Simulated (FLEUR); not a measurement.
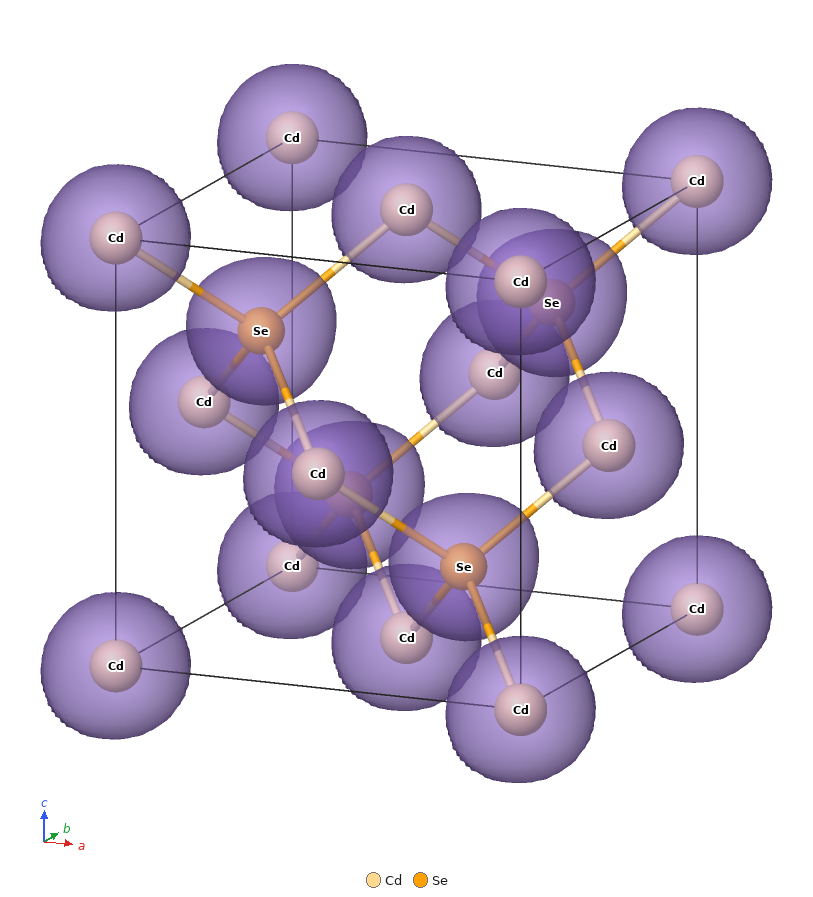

*CdSe. Isosurface of the electron density at 0.5 e/Å³ (purple), seen slightly off an axis. Sticks mark near contacts.*

Space group F-43m; a structure from a database of computed crystals, not necessarily the ambient phase.

The calculation used FLEUR, Kohn-Sham DFT of a periodic cell, PBEsol, all-electron.

Input file:

```
<?xml version="1.0" encoding="UTF-8" standalone="no"?>
<fleurInput fleurInputVersion="0.39">
   <comment>
      CdSe                                                                                                
   </comment>
   <calculationSetup>
      <cutoffs Kmax="4.73" Gmax="14.7" GmaxXC="14.7" numbands="0"/>
      <scfLoop itmax="60" minDistance="0.00001" maxIterBroyd="15" imix="Anderson" alpha="0.05" precondParam="0.0" spinf="2.0" sdNocoIR="T"/>
      <coreElectrons ctail="T" frcor="F" kcrel="0" coretail_lmax="0"/>
      <xcFunctional name="PBEs" relativisticCorrections="F"/>
      <magnetism jspins="1"/>
      <soc l_soc="F" theta="0.0" phi="0.0" spav="F"/>
      <expertModes spex="0" secvar="F"/>
      <geometryOptimization l_f="F" forcealpha="1.0" forcemix="BFGS" epsdisp="0.00001" epsforce="0.00001"/>
      <ldaU l_linMix="F" mixParam="0.05" spinf="1.0"/>
   </calculationSetup>
   <cell>
      <bzIntegration valenceElectrons="36.0" mode="hist" fermiSmearingEnergy="0.00183747">
         <kPointListSelection listName="default-1"/>
         <!-- k-points included here -->
         <xi:include xmlns:xi="http://www.w3.org/2001/XInclude" href="kpts.xml"> </xi:include>
      </bzIntegration>
      <!-- symmetry operations included here -->
      <xi:include xmlns:xi="http://www.w3.org/2001/XInclude" href="sym.xml"> </xi:include>
      <bulkLattice scale="1.0">
         <bravaisMatrix>
            <row-1>    0.0000000000000000     5.8019716936013745     5.8019716936013745</row-1>
            <row-2>    5.8019716936013745     0.0000000000000000     5.8019716936013745</row-2>
            <row-3>    5.8019716936013745     5.8019716936013745     0.0000000000000000</row-3>
         </bravaisMatrix>
      </bulkLattice>
   </cell>
   <atomSpecies>
      <species name="Cadmium (Cd)" element="Cd" atomicNumber="48">
         <mtSphere radius="2.44" gridPoints="833" logIncrement="0.015"/>
         <atomicCutoffs lmax="10" lnonsphr="10"/>
         <electronConfig flipSpins="F">
            <coreConfig>(1s1/2) (2s1/2) (2p1/2) (2p3/2) (3s1/2) (3p1/2) (3p3/2) (3d3/2) (3d5/2)</coreConfig>
            <valenceConfig>(4s1/2) (4p1/2) (4p3/2) (5s1/2) (4d3/2) (4d5/2)</valenceConfig>
         </electronConfig>
         <energyParameters s="5" p="5" d="4" f="4"/>
         <lo type="SCLO" l="0" n="4" eDeriv="0"/>
         <lo type="SCLO" l="1" n="4" eDeriv="0"/>
         <lo type="SCLO" l="1" n="4" eDeriv="1"/>
         <lo type="SCLO" l="2" n="4" eDeriv="2"/>
         <lo type="SCLO" l="3" n="4" eDeriv="2"/>
      </species>
      <species name="Selenium (Se)" element="Se" atomicNumber="34">
         <mtSphere radius="2.07" gridPoints="707" logIncrement="0.018"/>
         <atomicCutoffs lmax="9" lnonsphr="9"/>
         <electronConfig flipSpins="F">
            <coreConfig>(1s1/2) (2s1/2) (2p1/2) (2p3/2) (3s1/2) (3p1/2) (3p3/2)</coreConfig>
            <valenceConfig>(3d3/2) (3d5/2) (4s1/2) (4p1/2) (4p3/2)</valenceConfig>
            <stateOccupation state="(4p1/2)" spinUp="0.666667" spinDown="0.666667"/>
            <stateOccupation state="(4p3/2)" spinUp="1.333333" spinDown="1.333333"/>
         </electronConfig>
         <energyParameters s="4" p="4" d="4" f="4"/>
         <lo type="SCLO" l="2" n="3" eDeriv="0"/>
         <lo type="SCLO" l="0" n="4" eDeriv="2"/>
         <lo type="SCLO" l="1" n="4" eDeriv="2"/>
         <lo type="SCLO" l="3" n="4" eDeriv="2"/>
      </species>
   </atomSpecies>
   <atomGroups>
      <atomGroup species="Cadmium (Cd)">
         <relPos label="                   1">.0000000000 .0000000000 .0000000000</relPos>
         <force calculate="T" relaxXYZ="TTT"/>
      </atomGroup>
      <atomGroup species="Selenium (Se)">
         <relPos label="                   2">1.000/4.000 1.000/4.000 1.000/4.000</relPos>
         <force calculate="T" relaxXYZ="TTT"/>
      </atomGroup>
   </atomGroups>
   <output dos="F" band="F" slice="F">
      <checks vchk="F" cdinf="F"/>
      <bandDOS minEnergy="-.5*Htr" maxEnergy="0.5*Htr" sigma="0.015" storeEVData="T"/>
      <vacuumDOS vacdos="F" integ="F" star="F" nstars="0" locx1="0.0" locy1="0.0" locx2="0.0" locy2="0.0" nstm="0" tworkf="0.0"/>
      <unfoldingBand unfoldBand="F" supercellX="1" supercellY="1" supercellZ="1"/>
      <plotting iplot="0" polar="F">
         <plot TwoD="T" vec1="  1.0  0.0  0.0" vec2="  0.0  1.0  0.0" vec3="  0.0  0.0  1.0" zero="  0.0  0.0  0.0" file="plot"/>
      </plotting>
      <chargeDensitySlicing numkpt="0" minEigenval="0.0" maxEigenval="0.0" nnne="0" pallst="F"/>
      <specialOutput eonly="F"/>
      <moessbauerParams electricFieldGradient="T" isomerShift="T" coreHyperfine="T" valenceHyperfine="T"/>
      <magneticCircularDichroism mcd="F" energyLo="-10.0" energyUp="0.0"/>
   </output>
  <!-- We include the file relax.xml here to enable relaxations (see documentation) -->
  <xi:include xmlns:xi="http://www.w3.org/2001/XInclude" href="relax.xml"> <xi:fallback/> </xi:include>
</fleurInput>
```

Run with:

```sh
inpgen -f crystal.txt -profile fastHighL; fleur_MPI
```

Below, planes, directions and counts refer to the conventional cell (a = 6.14 Å, b = 6.14 Å, c = 6.14 Å, α = 90.00°, β = 90.00°, γ = 90.00°).

How is the density connected at this value?

At this value the density breaks into separate islands. It bridges none of the near contacts. It is pinched off along the sampled Cd–Se (2.66 Å) contacts. On the grid the lowest density along these lines, outside the cores, is 0.36 e/Å³ (Cd–Se, 2.66 Å).

Does the calculation give a band gap?

It is gapped, with a Kohn–Sham gap of 0.43 eV on the k-point mesh, an upper bound to the gap of this method.
